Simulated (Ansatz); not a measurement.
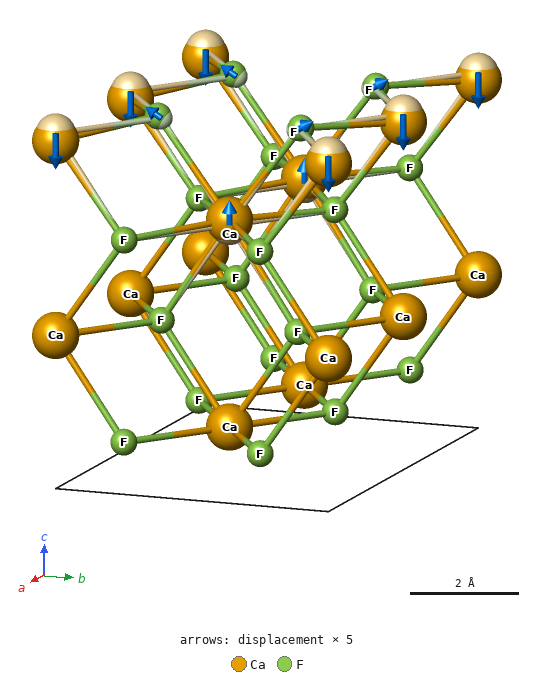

A constrained relaxation of a slab of composition CaF$_{2}$ (cut from the Fm-3m phase). The starting structure is drawn faded, the final one solid; blue arrows show the displacements, magnified 5 times.

A ball-and-stick model of the cell of the calculation, outlined in the plane, without the vacuum, seen slightly off an axis.

Case: clean slab, lower planes held. The slab is the (1 1 0) face of CaF2. 12 atoms are held fixed.

The calculation used Ansatz, DFT PBE+D3(BJ), scalar-relativistic, plane waves, PAW. (plane-wave cutoff 420 eV; k-point mesh 2 × 3 × 1; occupations gaussian; smearing width 0.05 eV; no spin polarisation; dipole correction; atoms relaxed in a fixed cell; force threshold 0.03 eV/Å; at most 70 steps)

Atoms of which element are displaced furthest, and by how much?

Answer. Calcium: up to 0.14 Å, against 0.07 Å for fluorine.

Describe the change and its energy.

Answer. The largest moves, 0.14 Å, are those of Ca atoms. Largest moves by element: Ca 0.14 Å, F 0.07 Å. The cell stays as it was. Some distances before and after: Ca–F 2.368 → 2.259 Å, Ca–F 2.368 → 2.448 Å, Ca–F 2.368 → 2.339 Å, Ca–F 2.368 → 2.360 Å. Bond angles that change, for instance: F–Ca–F 180.0° → 171.3°, F–Ca–F 70.5° → 74.9°, F–Ca–F 109.5° → 113.5°. After 5 accepted moves (6 points after the start) the energy has fallen by 0.320 eV per cell of the calculation. The largest force component goes from 1.3 to 0.0017 eV/Å. 1 step only repeated the SCF at the same geometry. The run took 2.1 min on 4 threads of Arm Neoverse V1 (shared host), peak memory 1.8 GiB.
